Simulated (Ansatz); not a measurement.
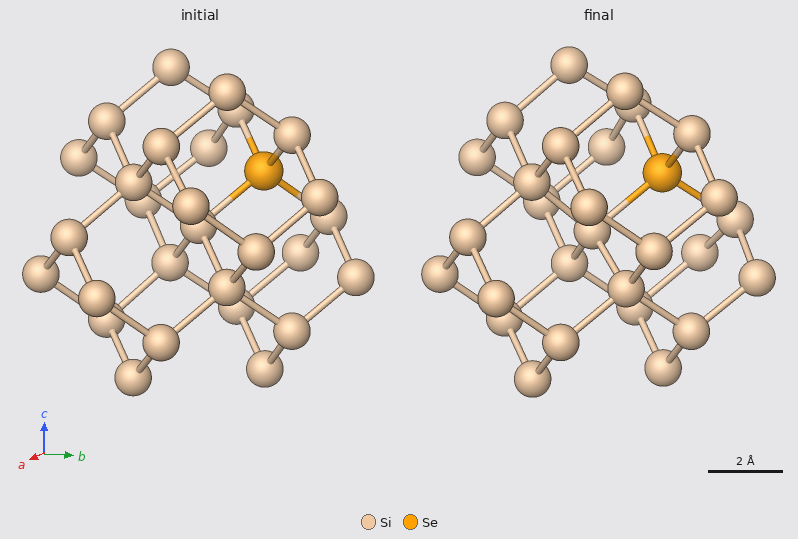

The structure of a defect cell of composition Si63Se before (left) and after (right) a relaxation, at one scale.

Style: ball-and-stick. Shown: the atoms within 5.0 Å of the atom that moves most (axes of the cell of the calculation (origin shifted)), slightly off an axis.

Level of theory: Ansatz 0.2.0, DFT, PBEsol, PAW, plane waves. Set-up: plane-wave cutoff 420 eV; k-point mesh 1 × 1 × 1; mesh shifted by (0.25, 0.25, 0.25); no spin polarisation; atoms relaxed in a fixed cell; force threshold 0.03 eV/Å; at most 80 steps.

Q: Summarise the run.

A: The atom that moves furthest is a Si atom (0.23 Å along [3 −1 −2]). By element the largest moves are Si 0.23 Å, Se 0.08 Å. The lattice vectors keep their values. Near-neighbour distances that change, for instance: Se–Si 2.348 → 2.541 Å, Se–Si 2.329 → 2.493 Å, Se–Si 2.395 → 2.555 Å, Si–Si 2.377 → 2.308 Å. Among the angles between lasting bonds that change: Si–Si–Se 110.9° → 102.3°, Si–Si–Si 110.9° → 104.4°, Si–Si–Si 109.9° → 104.0°. The energy falls by 1.151 eV per cell of the calculation in 3 geometry steps. Largest force component: 1.7 eV/Å at the start, 0.024 eV/Å at the end. Cost: 4.2 s on 1 × NVIDIA GB300 Max-Q with 8 threads of Arm Neoverse-V2, peak memory 1.9 GiB.
